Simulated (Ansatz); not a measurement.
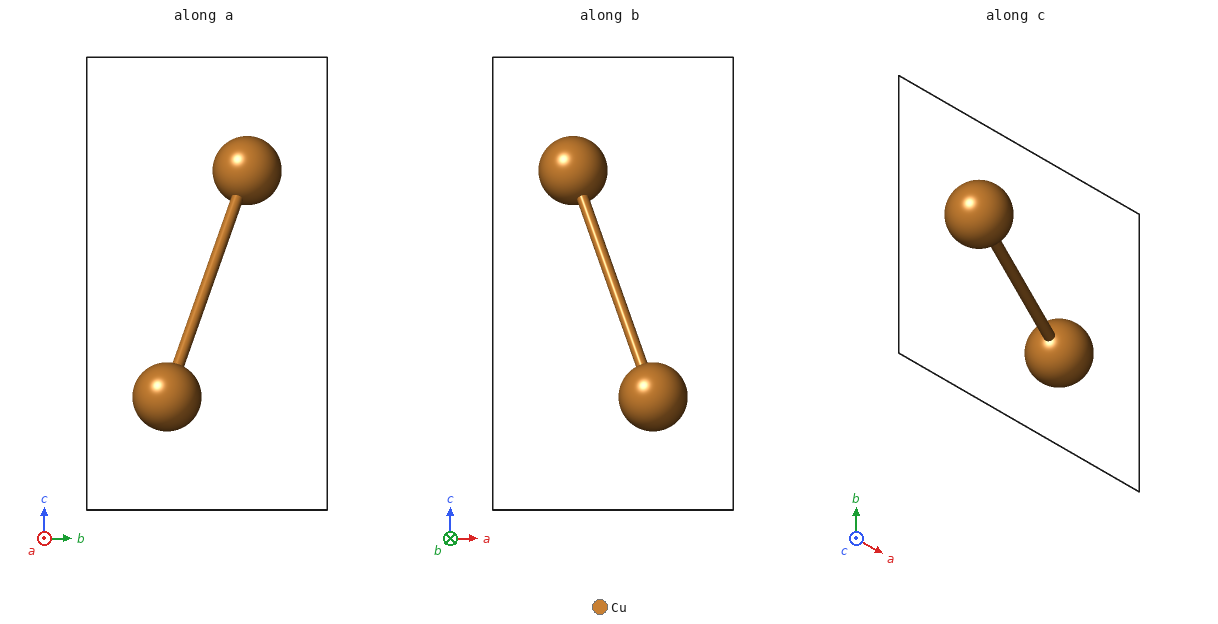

View along the a axis, along the b axis and along the c axis, drawn as a ball-and-stick model. The edges of the conventional unit cell are marked.

Lattice parameters: a = 2.531 Å, b = 2.531 Å, c = 4.128 Å, α = 90.00°, β = 90.00°, γ = 120.00°.

Question: Write down what is shown as a table of Wyckoff sites.

Answer: Space group P6_3/mmc (No. 194).
```
atom  site       x       y       z
  Cu    2d  0.3333  0.6667  0.7500
```

Provenance: a structure type filled with this element by a generator (whether the element takes this form wasn't checked). Earlier steps of the study may have refined or changed the cell and positions. A calculation with Ansatz used it as input.
